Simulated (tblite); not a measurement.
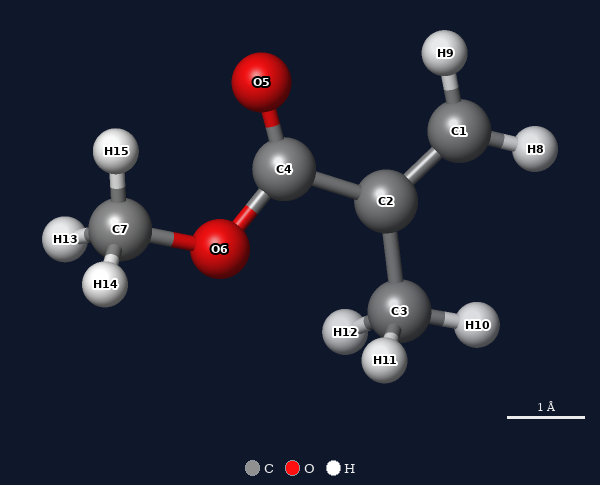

**Figure 1.** The starting structure (ball-and-stick view, seen at a tilt; atoms are numbered from 1 in the order of the input).

C5H8O2: molecular dynamics (part 1 of 3)

- system: C5H8O2 (methyl methacrylate)
- method: GFN2-xTB Langevin dynamics, gas phase (tblite 0.8.0)

**Input file**
```
{"job": {"kind": "md", "xc": "GFN2-xTB", "basis": "xTB", "temperature": 400, "steps": 2000, "every": 50}, "charge": 0, "multiplicity": 1}
C     -1.966082     1.236770    -0.379780
C     -1.071249     0.257409    -0.295385
C     -1.411449    -1.197555    -0.324357
C      0.364319     0.628729    -0.169531
O      0.773792     1.759925    -0.075192
O      1.158626    -0.452725    -0.181834
C      2.558819    -0.242131    -0.086909
H     -3.020346     1.041822    -0.477352
H     -1.651706     2.266368    -0.353784
H     -2.485111    -1.335098    -0.419724
H     -0.911770    -1.682892    -1.160605
H     -1.067885    -1.682264     0.587749
H      2.905528    -0.596485     0.884989
H      3.035784    -0.814591    -0.881881
H      2.784318     0.820706    -0.193971
```

The first line tells a small driver script what to run in tblite; the rest is the geometry in Å.

Run on 1 CPU thread, shared host.

Command:
```bash
OMP_NUM_THREADS=1 python <driver script> task.json out
```

**Output**
```
t/fs     T/K      E/eV
    0.0   319.0   -623.00942
   25.0   263.3   -622.65743
   50.0   251.7   -622.53308
   75.0   193.2   -622.51208
  100.0   281.4   -622.45652
  125.0   228.7   -622.40424
  150.0   228.5   -622.48726
  175.0   260.4   -622.58095
  200.0   290.5   -622.58864
  225.0   289.6   -622.61720
  250.0   223.0   -622.44248
  275.0   289.9   -622.43198
  300.0   413.1   -622.57135
  325.0   415.4   -622.40846
  350.0   313.5   -622.23769
  375.0   409.0   -622.50922
  400.0   373.7   -622.44578
  425.0   473.8   -622.53405
  450.0   363.8   -622.40814
  475.0   351.0   -622.27045
  500.0   406.4   -622.41715
  525.0   360.5   -622.33927
  550.0   317.9   -622.38054
  575.0   332.0   -622.30139
  600.0   506.6   -622.56846
  625.0   471.9   -622.19531
  650.0   510.3   -622.38798
  675.0   376.6   -622.25707
  700.0   513.4   -622.38734
  725.0   451.9   -622.34215
  750.0   502.9   -622.28552
  775.0   494.8   -622.36452
  800.0   427.5   -622.28153
  825.0   423.3   -622.35165
  850.0   698.9   -622.61996
  875.0   280.9   -622.19931
  900.0   263.6   -622.13527
  925.0   384.4   -622.30681
  950.0   430.1   -622.33642
  975.0   493.0   -622.47532
 1000.0   358.5   -622.35943
```

**Trajectory as extended XYZ (Å, eV, eV/Å), 41 frames, from step=0 to step=40**
```
15
Properties=species:S:1:pos:R:3:forces:R:3 step=0 time_fs=0.0 energy=-623.00942 temperature=319.0
C    -1.9661    1.2368   -0.3798   -0.0009   0.0013   0.0002
C    -1.0712    0.2574   -0.2954   -0.0039   0.0011   0.0041
C    -1.4114   -1.1976   -0.3244   -0.0001   0.0011  -0.0034
C     0.3643    0.6287   -0.1695   -0.0056   0.0020   0.0000
O     0.7738    1.7599   -0.0752    0.0022  -0.0015  -0.0075
O     1.1586   -0.4527   -0.1818   -0.0027   0.0037  -0.0046
C     2.5588   -0.2421   -0.0869    0.0017  -0.0002   0.0018
H    -3.0203    1.0418   -0.4774    0.0034  -0.0015   0.0035
H    -1.6517    2.2664   -0.3538    0.0001  -0.0031   0.0025
H    -2.4851   -1.3351   -0.4197   -0.0001   0.0004   0.0003
H    -0.9118   -1.6829   -1.1606    0.0001  -0.0017   0.0000
H    -1.0679   -1.6823    0.5877    0.0017   0.0024  -0.0025
H     2.9055   -0.5965    0.8850    0.0008  -0.0035   0.0029
H     3.0358   -0.8146   -0.8819    0.0058  -0.0020   0.0039
H     2.7843    0.8207   -0.1940   -0.0026   0.0014  -0.0012
15
Properties=species:S:1:pos:R:3:forces:R:3 step=1 time_fs=25.0 energy=-622.65743 temperature=263.3
C    -2.0128    1.2010   -0.5149   -0.0689  -0.2052   0.7957
C    -1.0579    0.2895   -0.3087   -0.7443  -0.9246  -0.0086
C    -1.4048   -1.1793   -0.3209   -0.4776   0.0445  -1.9258
C     0.3792    0.6234   -0.1403   -1.1103   0.4463   0.0673
O     0.7571    1.7600   -0.0244    0.5026   0.3835   0.0384
O     1.1397   -0.4558   -0.1439    1.6475   0.3977   0.0633
C     2.5800   -0.1938   -0.1023   -0.7131   0.6056  -0.1019
H    -3.0616    0.9330   -0.6499    0.4956  -0.0626  -0.0206
H    -1.8412    2.2390   -0.3205    0.2875   0.3110  -0.4273
H    -2.4697   -1.3189   -0.2480   -0.5554   0.2027   0.1998
H    -1.1752   -1.6062   -1.3302    0.2819   0.2116   0.7563
H    -0.9710   -1.7891    0.4301    0.7692  -0.1418   0.5500
H     2.9766   -0.4996    0.8419    0.1003  -0.8011   0.6102
H     2.9933   -0.7698   -0.9316    0.1542   0.3668   0.1497
H     2.8221    0.9047   -0.0878   -0.5691  -0.8342  -0.7464
15
Properties=species:S:1:pos:R:3:forces:R:3 step=2 time_fs=50.0 energy=-622.53308 temperature=251.7
C    -2.0535    1.2182   -0.5399    2.0295   0.9154  -0.1052
C    -1.1339    0.2727   -0.3710   -0.2643  -1.3732   0.6539
C    -1.5047   -1.2033   -0.3598   -0.4926  -0.1591   1.4454
C     0.2956    0.6249   -0.1258    0.6548   2.4917  -0.2769
O     0.7043    1.7919    0.0049   -1.0102  -2.0039  -0.1915
O     1.1148   -0.4108   -0.1121    1.5955   0.3207   0.3500
C     2.5831   -0.1277   -0.0502   -1.3433   0.2925   0.7098
H    -3.0892    1.0739   -0.5829   -0.8767  -0.2195  -0.2273
H    -1.6185    2.2139   -0.6773   -0.6359  -0.1544   0.2787
H    -2.5644   -1.3634   -0.0834    0.3449   0.4501  -0.1893
H    -1.3969   -1.5957   -1.3422    0.3234  -0.3434  -0.7553
H    -0.9561   -1.8586    0.3584    0.0523   0.8359  -0.6186
H     3.0089   -0.5431    0.8606   -0.3042  -0.4690   0.0616
H     2.9181   -0.6582   -0.9152    0.6399   0.0877  -0.4460
H     2.8503    0.9532    0.0306   -0.7131  -0.6717  -0.6892
15
Properties=species:S:1:pos:R:3:forces:R:3 step=3 time_fs=75.0 energy=-622.51208 temperature=193.2
C    -2.0122    1.2261   -0.5421   -1.3876   0.4059  -1.2248
C    -1.1489    0.2413   -0.3899   -0.8313  -0.9412  -0.1487
C    -1.5982   -1.1950   -0.3725    0.7574  -0.6527   1.8118
C     0.2637    0.6432   -0.1840   -1.3222   0.1818   0.8377
O     0.5227    1.8184   -0.0157    1.0118  -0.8006  -0.2558
O     1.0487   -0.4248   -0.1027    1.0838   0.9985   0.0390
C     2.4574   -0.1033   -0.0296   -0.5908  -1.9351   0.2827
H    -3.0495    1.0731   -0.9363    1.0545   0.1833   0.9195
H    -1.6164    2.2205   -0.4974   -0.2538   0.3648  -0.0435
H    -2.5897   -1.3580    0.0932    0.3352   0.5518  -0.5748
H    -1.5682   -1.6777   -1.3328    0.0937  -0.0505  -0.2852
H    -0.9084   -1.7272    0.3407   -0.3945   0.1943  -0.8942
H     2.8822   -0.5004    0.8913   -0.1111  -0.5155   0.1038
H     2.8772   -0.6324   -0.8892    0.3523   0.5899   0.0988
H     2.5797    0.9343    0.0775    0.2027   1.4252  -0.6661
15
Properties=species:S:1:pos:R:3:forces:R:3 step=4 time_fs=100.0 energy=-622.45652 temperature=281.4
C    -2.1277    1.3191   -0.5791    0.4111  -0.5044   0.4849
C    -1.2936    0.2993   -0.3736    0.1227  -0.3902   0.0776
C    -1.6215   -1.1682   -0.3972    1.6800  -0.0336   0.2538
C     0.1545    0.6746   -0.1361   -0.2977  -1.9655  -1.0718
O     0.5903    1.7687   -0.0301   -0.0272   2.2811   0.3930
O     1.0106   -0.3766   -0.1577   -0.9732  -0.1906   0.0032
C     2.3648   -0.0815    0.0280    0.6716  -1.1854   0.3969
H    -3.2103    1.2789   -0.5510    0.4462  -0.0232  -0.4134
H    -1.5654    2.2213   -0.6545   -0.5222   0.9523   0.0877
H    -2.5269   -1.4343    0.0985   -1.0943   0.1155  -0.6356
H    -1.4058   -1.5703   -1.4148   -0.7949   0.2502   0.7695
H    -0.8970   -1.6543    0.2540    0.4567  -0.1657  -0.0602
H     2.6457   -0.2965    1.0552    0.0195  -0.5487   0.3927
H     2.9177   -0.7557   -0.6474   -0.0619   0.5239   0.1862
H     2.6161    0.9504   -0.0436   -0.0365   0.8842  -0.8645
15
Properties=species:S:1:pos:R:3:forces:R:3 step=5 time_fs=125.0 energy=-622.40424 temperature=228.7
C    -2.1879    1.3127   -0.4590    0.9974   2.0039   1.2278
C    -1.2487    0.3886   -0.3111   -1.6160  -2.3908  -0.7212
C    -1.6806   -1.0867   -0.4151    0.5976   0.6980  -1.3963
C     0.1243    0.6918   -0.2111    2.5298   0.6506   1.3186
O     0.5438    1.8266   -0.0304    0.0133  -1.0478  -0.4082
O     0.9634   -0.4305   -0.1757   -2.2782   1.0258  -0.5825
C     2.2668   -0.1331    0.0858    1.4220   1.5415   0.9990
H    -3.1682    0.9949   -0.6367   -1.1694   0.0190  -0.1005
H    -1.9849    2.3929   -0.1770   -0.2351  -1.4329  -0.9037
H    -2.6787   -1.1201   -0.0483   -0.8942  -0.2405  -0.2125
H    -1.5859   -1.4067   -1.4937   -0.3579   0.2601   1.0902
H    -1.1318   -1.8036    0.1642    0.6821   0.1373   0.2714
H     2.4402   -0.1750    1.1799    0.0758  -0.1636  -0.2383
H     2.9367   -0.8164   -0.4104    0.0814  -0.1350  -0.2827
H     2.4588    0.9465   -0.1836    0.1513  -0.9257  -0.0614
15
Properties=species:S:1:pos:R:3:forces:R:3 step=6 time_fs=150.0 energy=-622.48726 temperature=228.5
C    -2.2713    1.3011   -0.3222   -1.5336  -0.7707  -0.0897
C    -1.3565    0.3429   -0.4039   -0.7690  -2.3132   1.0854
C    -1.7513   -1.1798   -0.4305    1.1452   1.1297  -0.7946
C     0.0305    0.7266   -0.2011    3.4653   0.4975  -0.2940
O     0.5232    1.8368   -0.0517   -1.3940  -0.5644  -0.0352
O     0.9293   -0.3266   -0.2134   -1.4143  -0.6742  -0.0293
C     2.2935   -0.1774    0.1330   -0.3731   1.0544   0.2764
H    -3.3804    1.1148   -0.2180    1.5184   0.2095  -0.3829
H    -1.9211    2.2880   -0.4300   -0.0037   1.0094   0.2279
H    -2.7848   -1.2842   -0.1809   -0.5593   0.0615   0.0093
H    -1.5796   -1.4873   -1.4773   -0.2327   0.0228   0.3799
H    -1.1831   -1.8958    0.1786    0.1240   0.8190   0.0069
H     2.3871   -0.0320    1.2297    0.0363  -0.4071  -0.4695
H     2.8025   -1.0538   -0.2552   -0.0234  -0.0264   0.2359
H     2.6977    0.7347   -0.3200    0.0138  -0.0480  -0.1266
15
Properties=species:S:1:pos:R:3:forces:R:3 step=7 time_fs=175.0 energy=-622.58095 temperature=260.4
C    -2.2667    1.2482   -0.3222   -0.2772  -0.6496   0.2817
C    -1.3169    0.2978   -0.2414   -2.7096   0.4002  -0.9778
C    -1.6997   -1.0904   -0.5359   -0.6428  -1.1734   1.4358
C     0.0492    0.7029   -0.1688    2.1700  -0.3644   0.7112
O     0.3842    1.8521   -0.0364    0.5637   0.0745   0.0090
O     0.9613   -0.3538   -0.2188   -1.5365   0.4758  -0.1242
C     2.2998   -0.1201    0.1127    0.2519   0.5418   0.6281
H    -3.3162    1.0031   -0.5560    0.8154   0.2036   0.3533
H    -2.0141    2.2436   -0.0541   -0.0216   0.6514  -0.1722
H    -2.7682   -1.3001   -0.7234    0.3857   0.5746   0.4661
H    -1.2161   -1.3628   -1.4095    1.1831  -0.8489  -1.6704
H    -1.3480   -1.7466    0.2828   -0.1855   0.1596  -0.4143
H     2.3760   -0.0658    1.2298    0.2049  -0.2773  -0.7332
H     2.9058   -0.9256   -0.3253   -0.2747   0.2486   0.3090
H     2.6218    0.8532   -0.2688    0.0733  -0.0166  -0.1018
15
Properties=species:S:1:pos:R:3:forces:R:3 step=8 time_fs=200.0 energy=-622.58864 temperature=290.5
C    -2.2973    1.2252   -0.3367    1.9141   0.4136   0.0128
C    -1.3771    0.2445   -0.3549   -0.9748   0.2455  -0.9886
C    -1.6042   -1.2372   -0.7644   -0.6958   1.1203   1.0595
C    -0.0018    0.7338   -0.1030    1.4398  -1.6041  -0.2697
O     0.4051    1.8534    0.0526   -0.5790   0.0792   0.0486
O     0.8871   -0.3351   -0.1205   -1.1886   0.7320  -0.1584
C     2.2477   -0.0410    0.0898   -0.2393   0.4994  -0.5921
H    -3.3134    1.0753   -0.4892   -1.3546  -0.2457  -0.2557
H    -1.9424    2.2745   -0.2249   -0.4101  -0.9960   0.2254
H    -2.6533   -1.5215   -1.0570    0.8772   0.7625   0.6147
H    -0.9986   -1.4828   -1.6193    0.4781  -0.0403   0.0475
H    -1.3077   -1.7743    0.1432   -0.0278  -0.3905  -0.5579
H     2.4159   -0.1472    1.1552    0.5404   0.2247   0.0496
H     2.7790   -0.7502   -0.5179    0.4316  -0.6000   0.0857
H     2.5029    0.9513   -0.3361   -0.2112  -0.2006   0.6786
15
Properties=species:S:1:pos:R:3:forces:R:3 step=9 time_fs=225.0 energy=-622.61720 temperature=289.6
C    -2.3710    1.1022   -0.4714    0.0508   0.6960   0.1547
C    -1.3250    0.2878   -0.5578   -0.4566  -1.7409   0.3224
C    -1.4249   -1.2096   -0.9210   -0.2513   1.3372  -1.1611
C     0.0051    0.7198   -0.0882    0.4724   0.2122  -0.6495
O     0.3300    1.8727    0.1037   -0.0053  -0.7621   0.0829
O     0.8625   -0.3480   -0.0406   -1.1663   1.2495  -0.0903
C     2.2140   -0.0227    0.0410    0.8407   0.3330  -1.3081
H    -3.4107    0.8642   -0.6551    0.3571  -0.2364  -0.2242
H    -2.1947    2.1373   -0.1801   -0.0254  -0.2875   0.0024
H    -2.4224   -1.3885   -1.3058   -0.3560  -0.1143   0.3093
H    -0.7861   -1.4566   -1.8020    0.0341   0.1733   1.0603
H    -1.2312   -1.8096   -0.0488    0.2429  -0.2081  -0.0541
H     2.5541   -0.2508    1.0459    0.4335   0.2836  -0.1001
H     2.6829   -0.6278   -0.7490    0.2689  -0.4501   0.5583
H     2.4377    1.0099   -0.3509   -0.4397  -0.4854   1.0971
15
Properties=species:S:1:pos:R:3:forces:R:3 step=10 time_fs=250.0 energy=-622.44248 temperature=223.0
C    -2.4780    0.9553   -0.6689    0.7809   0.5117   0.6216
C    -1.3452    0.2518   -0.5816   -0.7790  -0.1127  -0.2096
C    -1.3744   -1.1504   -1.0062    0.8382  -0.6094  -1.1184
C    -0.0296    0.7388   -0.1497    0.0013  -0.7808   1.1021
O     0.2462    1.8499    0.1697    0.3062   1.7794  -0.0780
O     0.8397   -0.2790   -0.0034    0.5166  -0.0053  -0.5837
C     2.2575   -0.0545    0.0287    0.0466   0.2749  -1.3920
H    -3.3790    0.5827   -1.1304    0.1436  -0.0314   0.2496
H    -2.4889    1.9155   -0.1884   -0.2129   0.3846  -0.3088
H    -2.1870   -1.2703   -1.6595   -1.3501  -0.3331  -0.8941
H    -0.4966   -1.4030   -1.6069    0.1236  -0.1979   0.4143
H    -1.5192   -1.8425   -0.2056    0.3068  -0.3128   0.6206
H     2.6216   -0.4218    0.9830    0.2104   0.1894  -0.1110
H     2.6452   -0.6395   -0.8418   -0.0687  -0.1195   0.8039
H     2.6115    0.9827   -0.2417   -0.8634  -0.6373   0.8833
15
Properties=species:S:1:pos:R:3:forces:R:3 step=11 time_fs=275.0 energy=-622.43198 temperature=289.9
C    -2.4458    0.9252   -0.6950    0.5133   1.6529   0.6701
C    -1.3255    0.2178   -0.6822   -0.6368  -0.1125   0.9288
C    -1.4076   -1.2318   -1.0948    1.5419  -0.3074   0.0497
C    -0.0478    0.7779   -0.0675   -0.2245  -1.4781  -1.6056
O     0.2108    1.9180    0.2134   -0.0299  -0.7423   0.0407
O     0.7865   -0.3073   -0.0720    1.3867   1.4819   0.2970
C     2.2377   -0.0717    0.0222   -1.5943  -0.2126  -0.3250
H    -3.3607    0.4344   -0.9194   -0.5161   0.2098  -0.3929
H    -2.4126    2.0028   -0.4079   -0.3112  -1.0911  -0.2509
H    -2.0836   -1.4561   -1.9184   -0.1846   0.3760   0.3359
H    -0.3925   -1.4653   -1.4388   -0.2585  -0.3483  -0.1618
H    -1.5822   -1.9198   -0.2524   -0.1781   0.4604  -0.2373
H     2.5737   -0.6998    0.8345    0.3142   0.3209   0.2407
H     2.6699   -0.3962   -0.9164    0.0463  -0.3352  -0.2166
H     2.4035    0.9966    0.0746    0.1315   0.1256   0.6272
15
Properties=species:S:1:pos:R:3:forces:R:3 step=12 time_fs=300.0 energy=-622.57135 temperature=413.1
C    -2.3576    1.0606   -0.6401   -1.0367   0.0192  -0.9940
C    -1.3541    0.2011   -0.6246    0.7961  -0.7208  -0.5914
C    -1.4057   -1.2110   -1.1798   -0.3009  -0.5714   1.1599
C     0.0015    0.6518   -0.1847   -0.8534   1.0298   0.5007
O     0.2451    1.7936    0.1475    0.1228  -0.3149  -0.1093
O     0.8729   -0.3300   -0.1905   -0.0691  -1.0791  -0.5030
C     2.2092   -0.0860    0.1458    0.0820  -0.9140   0.4815
H    -3.2640    0.6782   -1.1899    0.6838   0.9807   1.0490
H    -2.2425    2.0988   -0.2851   -0.3253  -0.9292  -0.2822
H    -2.2330   -1.3789   -1.9227    1.0672   0.1986   0.7993
H    -0.4027   -1.4962   -1.4986   -0.3820   0.2089  -0.7847
H    -1.5101   -1.9247   -0.3064   -0.5022   0.7011  -0.7679
H     2.5354   -0.9794    0.7215   -0.0154   0.7734  -0.1304
H     2.8143    0.0232   -0.7288    0.3848  -0.1107  -0.7778
H     2.2322    0.8424    0.6608    0.3481   0.7286   0.9504
```
